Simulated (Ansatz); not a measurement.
## Geometry relaxation of MgO (part 2 of 2)

The same run, continued: MgO (2 atoms in the cell); DFT PBE, scalar-relativistic, plane waves, PAW, no spin polarisation (Ansatz 0.2.0); cutoff 420 eV, 10×10×10 k-mesh, Gaussian smearing of 0.02 eV. The structure derives from a Materials Project entry.

## The program's output, continued
```
SCF iter   1: F=—  HF=-2494.138980 eV  |F-HF|=—  |Δ(HF+E_count)|=         —  Δρ=2.75e-5  dr2=2.31e-8  ethr=1.26e-7  ⟨swp⟩=3.0  Hψ=4856  notcnv=0
preconditioner: auto → none  [insulator: Δε(μ)=4.462 eV  Ē_g=18.204 eV  σ=0.020 eV  W_gap=1.00  n_scr=8 (ndim 8)  ℏωp=23.9 eV  f_vac=0.000  D(μ)=0.00/eV (n_scr^D=0)  ε∞_Penn≈2.7]
SCF iter   2: F=—  HF=-2494.138969 eV  |F-HF|=—  |Δ(HF+E_count)|=   1.08e-5  Δρ=1.19e-5  dr2=3.46e-9  ethr=1.44e-10  ⟨swp⟩=2.0  Hψ=939  notcnv=0
SCF iter   3: F=—  HF=-2494.138969 eV  |F-HF|=—  |Δ(HF+E_count)|=   8.79e-9  Δρ=2.76e-6  dr2=1.78e-10  ethr=2.17e-11  ⟨swp⟩=2.0  Hψ=752  notcnv=0
iter 4 did not close the SCF: its close was put off for the readings that it lacked (scf_convergence_deferred on its scf_iter line)
SCF iter   4: F=-2494.138969 eV  HF=-2494.138969 eV  |F-HF|=5.00e-12  |Δ(HF+E_count)|=  5.98e-10  Δρ=1.89e-7  dr2=1.47e-12  ethr=1.11e-12  ⟨swp⟩=2.0  Hψ=752  notcnv=0
iter 5 did not close the SCF: its close was put off for the readings that it lacked (scf_convergence_deferred on its scf_iter line)
SCF iter   5: F=-2494.138969 eV  HF=-2494.138969 eV  |F-HF|=4.55e-13  |Δ(HF+E_count)|=  5.46e-12  Δρ=4.91e-8  dr2=1.72e-13  ethr=1.00e-12  ⟨swp⟩=1.0  Hψ=564  notcnv=0
iter 6 did not close the SCF: its close was put off for the readings that it lacked (scf_convergence_deferred on its scf_iter line)
SCF iter   6: F=-2494.138969 eV  HF=-2494.138969 eV  |F-HF|=0.00e0  |Δ(HF+E_count)|=  4.55e-13  Δρ=1.56e-9  dr2=2.22e-16  ethr=1.00e-12  ⟨swp⟩=1.0  Hψ=564  notcnv=0
iter 7 did not close the SCF: its close was put off for the readings that it lacked (scf_convergence_deferred on its scf_iter line)
SCF iter   7: F=-2494.138969 eV  HF=-2494.138969 eV  |F-HF|=9.09e-13  |Δ(HF+E_count)|=  4.55e-13  Δρ=2.55e-10  dr2=3.61e-18  ethr=1.00e-12  ⟨swp⟩=1.0  Hψ=564  notcnv=0
SCF iter   8: F=-2494.138969 eV  HF=-2494.138969 eV  |F-HF|=4.55e-13  |Δ(HF+E_count)|=    0.00e0  Δρ=5.40e-11  dr2=3.80e-19  ethr=1.00e-12  ⟨swp⟩=1.9  Hψ=1360  notcnv=0
SCF 7 converged in 8 iterations: F = -2494.138969 eV  dr2 = 3.80e-19
relax step   7: F+E_penalty+E_count = -2494.13896890 eV  Δ(F+E_penalty+E_count) = -2.301e-4 eV  max|allowed force component| = 5.555e-30 eV/Å  Δτ_max = 0.0000 Å  P = +0.025 GPa  Ω = 19.240 Å³  stress off target by 2.53e-2 GPa  SCF on the basis re-selected at this cell (its energy is not comparable with the rows above)  (8 SCF iters)
```

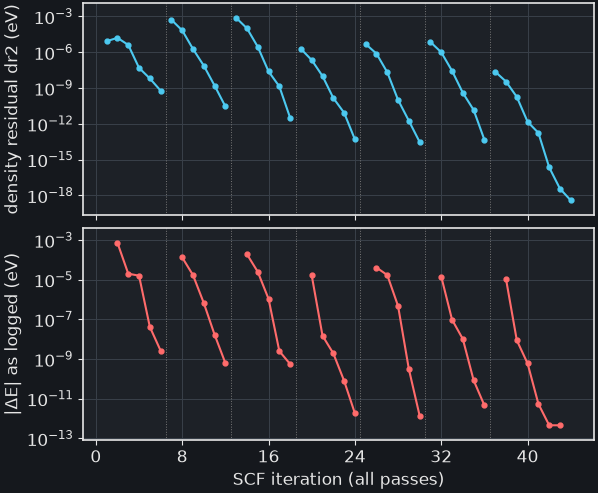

*Convergence of the self-consistent field: density residual dr2 and size of the energy change against the SCF iteration. The dotted lines part the SCF passes of the relaxation: geometry steps, rejected trials and re-solves on a re-selected basis.*

The 7 passes take 6 to 8 iterations each, 44 in all.

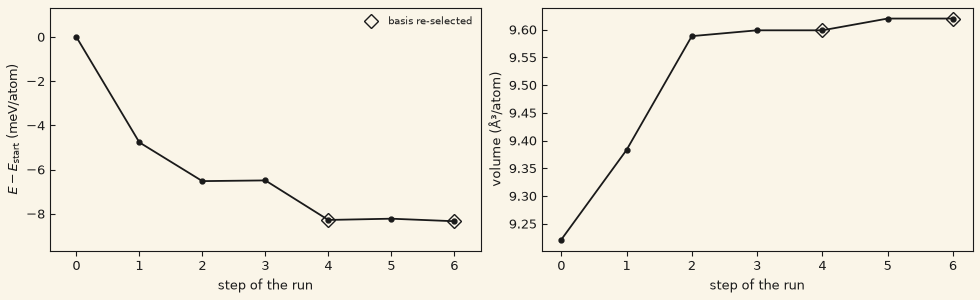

*Progress of the relaxation, step by step (the first geometry is step 0 here and step 1 in the log).*

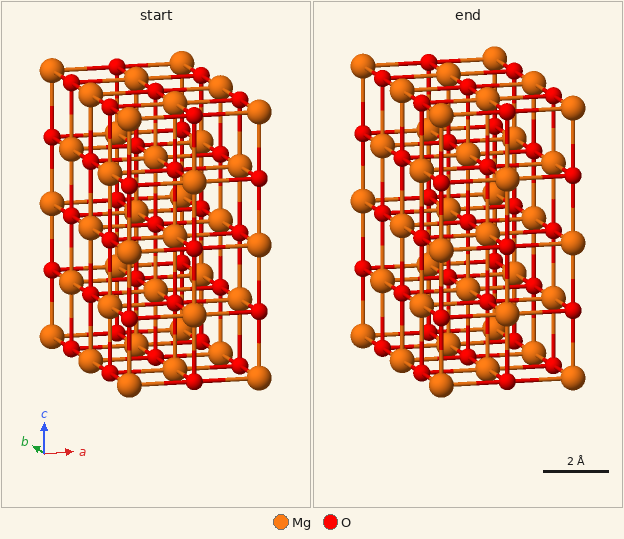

*Before (left) and after (right) the relaxation, at one scale (ball-and-stick view of the cell 4 times as large as that of the calculation, set on its symmetry axes, repeated 1 × 2 × 2, seen slightly off an axis).*

No atom moves by more than 0.005 Å relative to the cell. The drawn cell changes as follows: a = b = c 4.194 → 4.254 Å (+1.4 %); the volume changes by +4.3 %. Among the contacts that change: Mg1–O2 2.097 → 2.127 Å. The space group stays Fm-3m (No. 225). The energy falls by 8.2 meV per atom in 4 geometry steps. All forces vanish by symmetry, so only the cell relaxes. The pressure goes from 6.91 to 0.03 GPa. 1 further SCF at an unchanged geometry re-selected the plane-wave basis for the new cell. The energy change given includes the shifts at the re-selections in mid-walk, which come without any move. A last SCF at the same geometry on a re-selected plane-wave basis shifts the energy by −0.1 meV per atom. (Atoms are counted from 1 in the order of the input.)

```
basis re-selected at this cell: Δ(F+E_penalty+E_count) = -2.301e-4 eV, ΔP = +0.008 GPa vs the last step (what re-selecting the basis moved, of the pressure what is left beyond the Pulay correction that the steps carried, after the strain that the cell walked since its last selection, with what the two solves' SCF thresholds leave and, on support functions, any second-order correction that the steps lacked; it is no measure of the basis error at this ecutwfc). This SCF's stress stands 2.53e-2 GPa from its target on what of the cell is left free (relax.cell.stress_tol is 5.00e-2 GPa) and its largest allowed force component is 5.55e-30 eV/Å (relax.f_tol is 5.00e-3 eV/Å): within both
SCF converged after 8 iterations
Free energy (F): -2494.138969 eV
Harris-Foulkes:  -2494.138969 eV  (|F-HF|=4.55e-13)
Internal energy: -2494.138969 eV  (E = F + TS)
E sigma→0 (E₀):  -2494.138969 eV
Fermi energy:    10.006632 eV
--- Per-component energies (eV) ---
  E_band       = -298.628652
  E_kinetic    = 255.007510
  E_local      = -1620.899794  (includes V_loc(G=0)·N_el)
  E_nonlocal   = 142.755894
  E_hartree    = 560.941541
  E_xc         = -105.024079
  E_vxc        = -134.567981  (∫ρ·V_xc dr)
  E_paw        = -450.143865  (= ΣΔE_a)
  E_vpaw       = -62.809833  (= ΣTr[D̂ρ^β])
  E_aug_tail   = 0.002471  (compensation charges beyond the density's cutoff)
  E_ewald      = -1276.778647
  E_smearing   = -0.000000  (= −TS)
  E_closure    = 0.000000  (closes the sum)
  Σ components = -2494.138969   (vs F -2494.138969, Δ=0.00e0)
--- Forces (eV/Å), atoms counted from 1 ---
  atom   1  Mg    -0.00000000    -0.00000000    -0.00000000
  atom   2  O      0.00000000    -0.00000000    -0.00000000
  max |Σ_I F_I| component: 1.20e-29 eV/Å
--- Stress (GPa, compression-positive) ---
        0.025302      -0.000000      -0.000000
       -0.000000       0.025302      -0.000000
       -0.000000      -0.000000       0.025302
  P = ⅓ Tr σ = 0.0253 GPa (0.253 kbar)
--- Band table (eV; the first three rows and the last of 47) ---
  k-point 0: bands = ["-64.6263", "-31.3508", "-31.3508", "-31.3508", "-9.3303", "7.7755", "7.7755", "7.7755", "12.2376", "23.4267", "23.4267", "23.4267"]
  k-point 1: bands = ["-64.6256", "-31.3581", "-31.3515", "-31.3515", "-9.2270", "7.1301", "7.7110", "7.7110", "12.8682", "22.1804", "23.6544", "23.6544"]
  k-point 2: bands = ["-64.6237", "-31.3774", "-31.3535", "-31.3535", "-8.9436", "5.8420", "7.5492", "7.5492", "14.0669", "20.6588", "24.1015", "24.1015"]
  k-point 46: bands = ["-64.6164", "-31.4021", "-31.3900", "-31.3780", "-7.8230", "4.5627", "5.3429", "6.1004", "18.6409", "19.2870", "19.7345", "23.3293"]
--- Relaxed structure (5 steps of the walk, 5 accepted, 2 SCFs on fresh bases) ---
  F+E_penalty+E_count = -2494.13896890 eV   max|allowed force component| = 5.555e-30 eV/Å   (the final SCF, on the basis selected at the relaxed cell)
  cell:  # Å, volume = 19.2401 Å³
    - [8.407363854277724e-34, 2.1267948278081343, 2.1267948278081343]
    - [2.1267948278081343, 5.5412170857739545e-34, 2.1267948278081343]
    - [2.1267948278081343, 2.1267948278081343, 1.1783047826071053e-33]
  atoms:
    - { symbol: Mg, position: [-4.424684116516337e-36, 4.903028345322224e-36, 3.9463398876799965e-36] }
    - { symbol: O, position: [0.5, 0.5, 0.5] }
```

## Trajectory as extended XYZ (Å, eV, eV/Å), 7 frames, from step=1 to step=7
```
2
Lattice="0.0000 2.0970 2.0970 2.0970 0.0000 2.0970 2.0970 2.0970 0.0000" Properties=species:S:1:pos:R:3:forces:R:3 step=1 energy=-2494.12230 pressure_GPa=6.91
Mg    0.0000    0.0000    0.0000    0.0000   0.0000   0.0000
O     2.0970    2.0970    2.0970    0.0000   0.0000   0.0000
2
Lattice="0.0000 2.1092 2.1092 2.1092 0.0000 2.1092 2.1092 2.1092 0.0000" Properties=species:S:1:pos:R:3:forces:R:3 step=2 energy=-2494.13183 pressure_GPa=3.80
Mg    0.0000    0.0000    0.0000    0.0000   0.0000   0.0000
O     2.1092    2.1092    2.1092    0.0000   0.0000   0.0000
2
Lattice="0.0000 2.1245 2.1245 2.1245 0.0000 2.1245 2.1245 2.1245 0.0000" Properties=species:S:1:pos:R:3:forces:R:3 step=3 energy=-2494.13534 pressure_GPa=0.18
Mg    0.0000    0.0000    0.0000    0.0000   0.0000   0.0000
O     2.1245    2.1245    2.1245    0.0000   0.0000   0.0000
2
Lattice="0.0000 2.1252 2.1252 2.1252 0.0000 2.1252 2.1252 2.1252 0.0000" Properties=species:S:1:pos:R:3:forces:R:3 step=4 energy=-2494.13528 pressure_GPa=0.01
Mg    0.0000    0.0000    0.0000    0.0000   0.0000   0.0000
O     2.1252    2.1252    2.1252    0.0000   0.0000   0.0000
2
Lattice="0.0000 2.1252 2.1252 2.1252 0.0000 2.1252 2.1252 2.1252 0.0000" Properties=species:S:1:pos:R:3:forces:R:3 step=5 energy=-2494.13885 pressure_GPa=0.35
Mg    0.0000    0.0000    0.0000    0.0000   0.0000   0.0000
O     2.1252    2.1252    2.1252    0.0000   0.0000   0.0000
2
Lattice="0.0000 2.1268 2.1268 2.1268 0.0000 2.1268 2.1268 2.1268 0.0000" Properties=species:S:1:pos:R:3:forces:R:3 step=6 energy=-2494.13874 pressure_GPa=0.02
Mg    0.0000    0.0000    0.0000    0.0000   0.0000   0.0000
O     2.1268    2.1268    2.1268    0.0000   0.0000   0.0000
2
Lattice="0.0000 2.1268 2.1268 2.1268 0.0000 2.1268 2.1268 2.1268 0.0000" Properties=species:S:1:pos:R:3:forces:R:3 step=7 energy=-2494.13897 pressure_GPa=0.03
Mg    0.0000    0.0000    0.0000    0.0000   0.0000   0.0000
O     2.1268    2.1268    2.1268    0.0000   0.0000   0.0000
```

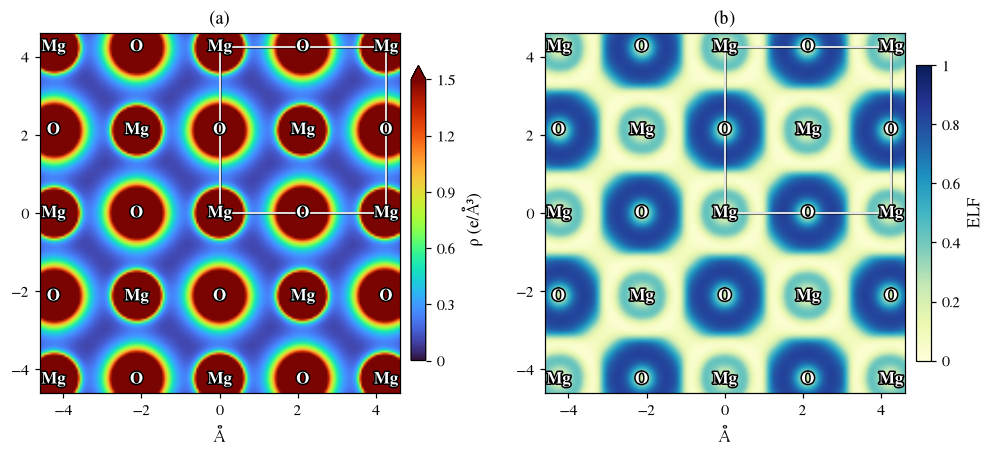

*(a) valence electron density; (b) electron localisation function on the (001) plane of the conventional cell.*

The plane passes through Mg and O nuclei. Mg–O (2.13 Å): the density is about 0.32 e/Å³ at the midpoint; the ELF is about 0.35 at the midpoint, which marks ionic bonding with no shared pair. Away from the nuclei the density in this plane falls to 0.11 e/Å³ at its lowest. In a PAW calculation such maps are meaningful between the atoms, not at the nuclei.

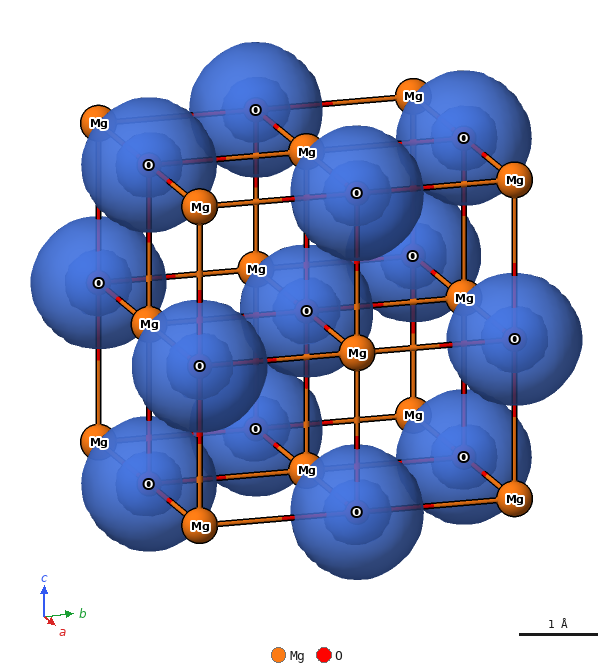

*Isosurface of the ELF at 0.75 (blue), seen slightly off an axis. Core shells and regions of very low density are left out. Sticks mark near contacts. The outline is the cell set on symmetry axes.*

Values along the shortest contacts:

This output came from the following input.

## The input
```yaml
crystal:
  lattice:
    - [0.0, 2.09700139, 2.09700139]
    - [2.09700139, 0.0, 2.09700139]
    - [2.09700139, 2.09700139, 0.0]
  atoms:
    - { symbol: Mg, position: [0.0, 0.0, 0.0] }
    - { symbol: O, position: [0.5, 0.5, 0.5] }
basis:
  ecutwfc: 420
kpoints:
  mp_grid: { grid: [10, 10, 10] }
hamiltonian:
  xc: pbe
scf:
  occupations: { method: gaussian, width: 0.02 }
output:
  forces: true
  stress: true
  eigenvalues: true
  write_density: true
  write_potential: true
  elf: true
  volumetric_format: npy
relax:
  adjacent_minimum: "off"
  f_tol: 0.005
  max_steps: 80
  cell: { stress_tol: 0.05 }
```

Launch command:
```bash
ansatz run input.yaml --threads 4 --pin off --max-ram 8192MiB --backend cpu --events-out ev --progress --plain --runs-dir out
```

## Results in brief

- outcome: converged
- space group (tolerance 0.01 Å): Fm-3m (225)
- electrons treated: 16
- free energy: −2494.1390 eV
- Fermi energy: 10.007 eV
- gap on the k-point mesh: 4.46 eV
- pressure: 0.03 GPa
- final volume: 19.24 Å³
- largest force (length of the vector) at the end: under 0.001 eV/Å
- final cell: a = 3.008 Å, b = 3.008 Å, c = 3.008 Å, α = 60.00°, β = 60.00°, γ = 60.00°
- hardware: 4 threads of AMD EPYC (Zen 3), 189 GiB of memory available, shared host
- wall time: 8.4 s (CPU time 17 s)
- peak memory: 0.31 GiB
